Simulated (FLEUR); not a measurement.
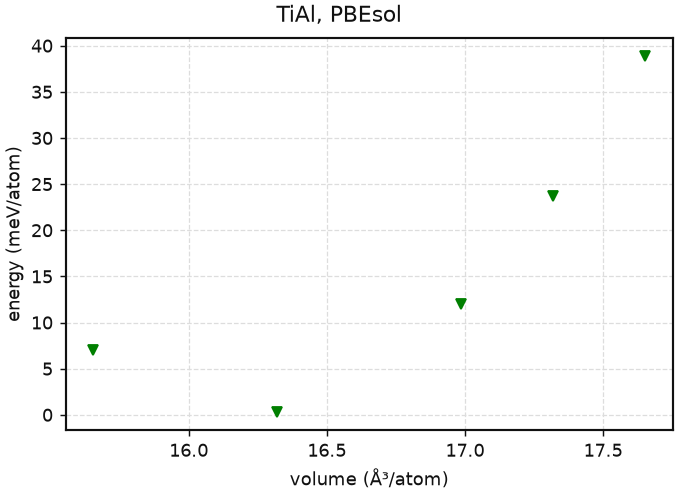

The picture above shows the energy against volume for TiAl, space group P-6m2 (No. 187).

Cell as given: a = 2.867 Å, b = 2.867 Å, c = 4.678 Å, α = 90.00°, β = 90.00°, γ = 120.00°; 2 atoms.

Calculation (FLEUR MaX-R8.1 (later development tree)): all-electron LAPW DFT, no spin polarisation; energies at scaled volumes of the given cell, shape and fractions fixed, counted from the fit's minimum, third-order Birch-Murnaghan fit. Level: PBEsol.

- k mesh: 11×11×6
- occupations: Fermi–Dirac
- smearing width: 0.05 eV
- potentials: all electron
- program settings: basis FLAPW, kmax 4.3 1/bohr

The points at volume 15.99 Å³/atom and 16.65 Å³/atom are left out of the plot. What values does the calculation give there?

```tsv
volume (Å³/atom)	energy (meV/atom)
15.99	1.11
16.65	4.01
```

Note: shape and atomic fractions are frozen while scaling, which makes layered, chain and framework solids too stiff.
